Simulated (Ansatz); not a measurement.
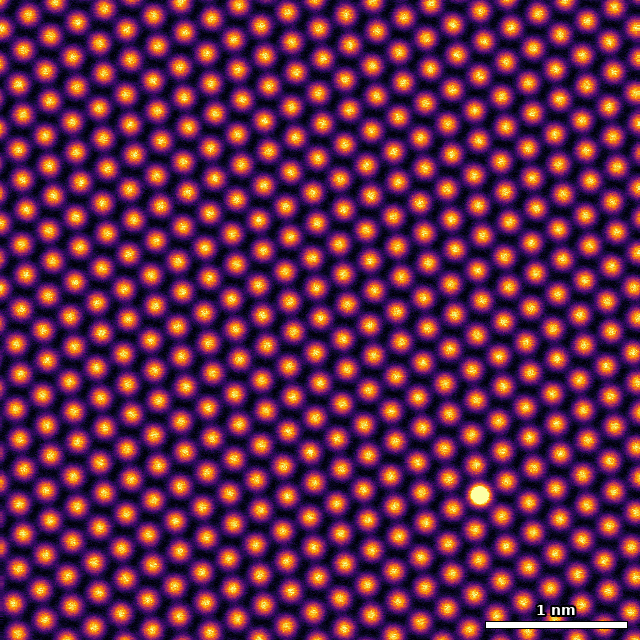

HAADF-like image of Cu (P6_3/mmc, No. 194) along [100]. The image is simulated as a sum over atoms of Z^1.7, blurred by a 1.22 Å probe (no channelling). Shot noise and a slight drift were added.

The sample is 4 repeats (10.1 Å) thick. One point defect was put into the perfect crystal, without relaxing the atoms around it. Brightness is counted from the darkest point of the image. Host structure: the geometry relaxed with DFT PBEsol, scalar-relativistic, plane waves, PAW (Ansatz 0.2.0); the starting structure was generated, so it need not be a known form of this composition.

Where is the defect (in Å from the left and the top edge), and what does its contrast suggest?

Answer. At about 34 Å from the left and 36 Å from the top. The column is brighter, which points to a heavier atom. The column holds 4 atoms (Cu) through the sample, and one Cu atom is replaced by Au, so its peak rises to about 225 % of that of its equals.
